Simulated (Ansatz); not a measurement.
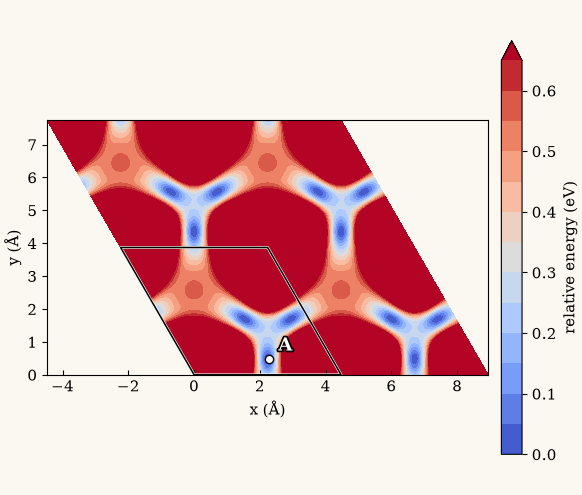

S on a Mo(111) slab cut from the Im-3m phase, its upper half relaxed before the scan (6 atoms of substrate and one adsorbate in a 1 × 1 cell). S is moved over the surface cell; relaxed at each place: the height of the adsorbate's atoms; substrate rigid; the origin of the map has the adsorbate above Mo6. Places are given modulo a cell vector. The map is drawn in real space over the plane of the surface. The grid has 9 × 9 points; 19 points were computed and 62 follow by symmetry. Energies are in eV, from the lowest grid point. With one adsorbate in each 1 × 1 cell, its nearest image is 4.5 Å away, so neighbouring adsorbates interact. Theory: DFT PBE, scalar-relativistic, plane waves, PAW (Ansatz 0.2.0). Settings: cutoff 420 eV, k-mesh 6×6×1, gaussian smearing 0.1 eV, no spin polarisation.

The picture shows filled contours, the outline of one cell of the 2 × 2 shown, one colour for all values above the top of the scale, the point A. Between grid points the surface is interpolated.

**Find the lowest pass out of the well at A.**

The easiest path leads from the well at (5/9, 1/9) of the cell vectors [nearest 3 Mo at 2.46 Å] to a well of about the same depth at (8/9, 4/9) of the cell vectors [nearest 3 Mo at 2.46 Å]. Its highest point lies about 0.26 eV above the bottom of the first well on the interpolated surface, at a threefold hollow over a third-layer Mo atom, (6/9, 3/9) of the cell vectors. This is the barrier on the constrained surface; relaxing the other coordinates would change it.

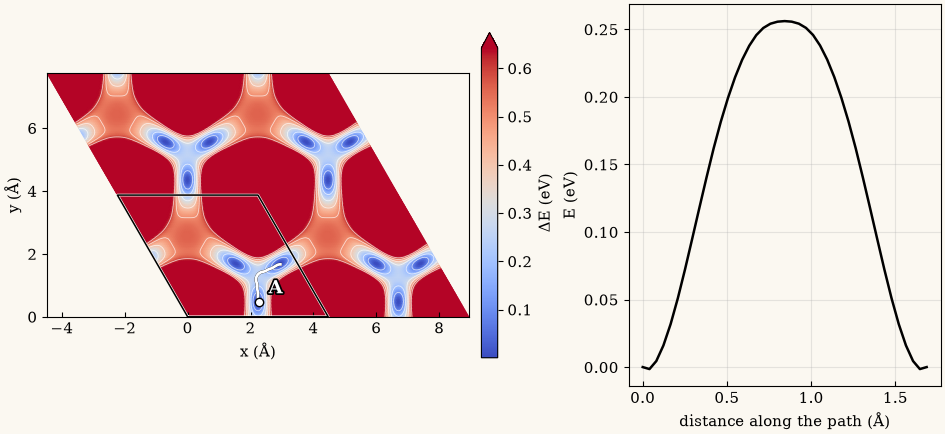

In the figure: a smooth colour map with a few white contour lines, a line along the lowest path, the outline of one cell of the 2 × 2 shown, one colour for all values above the top of the scale, the energy along the path at the right. Between grid points the surface is interpolated.

PAW datasets: the set soft_1.
